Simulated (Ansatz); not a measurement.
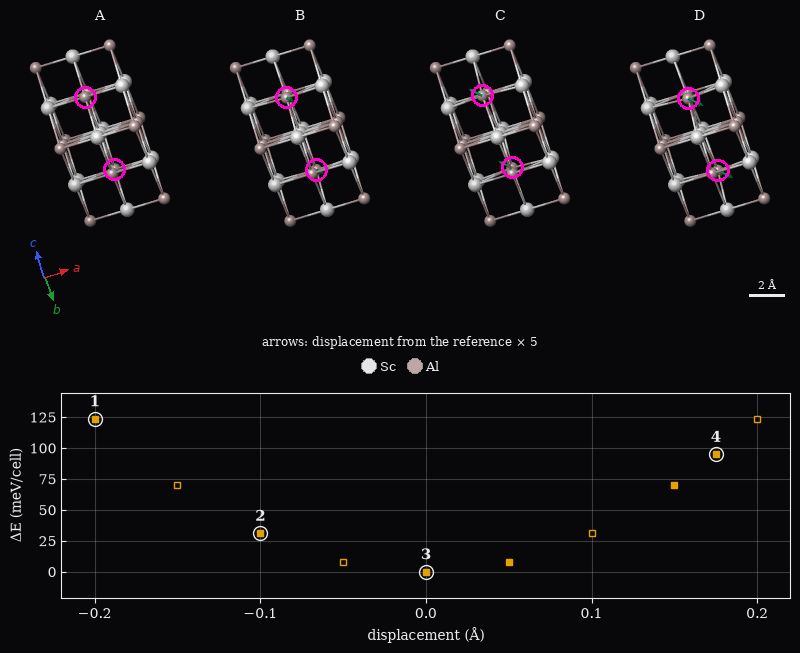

A scan of a crystal of ScAl (Pm-3m): an Al atom (one in each cell of 8 atoms) is moved towards the nearest copy of atom 6 (Al) at 3.369 Å, all else fixed. The frames are shuffled; the numbered points of the plot belong to them. Hollow markers are points alike by symmetry, not computed again. A ball-and-stick model of the cell of the calculation, seen from a free direction. The ringed atoms are those of the scanned coordinate. Green arrows: displacements from the reference.

Computed with DFT r2SCAN, scalar-relativistic, plane waves, PAW (Ansatz 0.2.0). (plane-wave cutoff 500 eV; k-point mesh 12 × 12 × 12; occupations gaussian; smearing width 0.15 eV; no spin polarisation). Energies (free energies at the smearing named) are counted from the relaxed crystal.

**Match the frames to the points.**

Point 1 is frame D (the displacement −0.20 Å, 123.7 meV/cell); 2 is frame B (the displacement −0.10 Å, 31.1 meV/cell); 3 is frame A (the displacement 0.00 Å, 0.0 meV/cell); 4 is frame C (the displacement 0.175 Å, 94.9 meV/cell). Of the computed points the lowest is at the displacement 0.00 Å, 0.0 meV/cell. At the ends of the scan the energy is 123.7 meV/cell (−0.20 Å) and 123.7 meV/cell (0.20 Å). The curvature at zero is about 6.2 eV/Å². The well is symmetric. At the highest point the shortest interatomic distance is 2.81 Å, against 2.92 Å in the reference. The distortion takes the space group from Pm-3m to I4mm.
